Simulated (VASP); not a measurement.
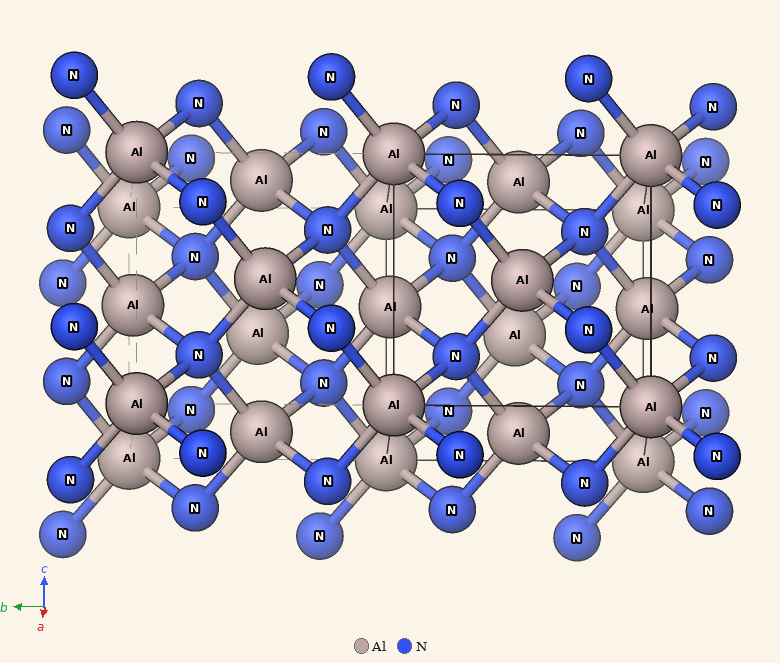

The compound is AlN (space group F-43m, No. 216), taken as a cell listed in the Materials Project, as set up for an electronic-structure calculation.

Bonds are taken as Al–N below 2.1 Å; no other contact counts. Simplification: prune 0- and 1-connected atoms, fold 2-connected ones into links.

**What kind of net remains, and which atoms are its nodes?**

A uninodal 4-connected, three-periodic net: Al and N are 4-connected nodes.

**Which named net is it?**

It is the dia net, known from diamond, zinc blende and cristobalite.

**Is the net interpenetrated?**

It is a single net, without interpenetration.

**How many nodes does the smallest cycle have?**

Six.

**Give the first ten terms of the coordination sequence (nodes one, two, three … edges away).**

Al and N: 4, 12, 24, 42, 64, 92, 124, 162, 204, 252.

The simplified net, drawn on the atoms' positions. Nodes are coloured by element. Short stubs are edges that leave the cut-out.

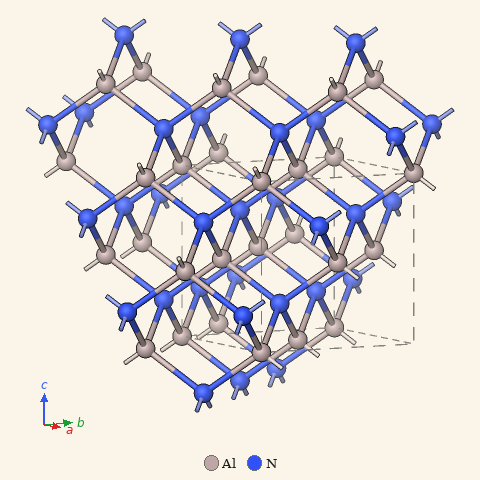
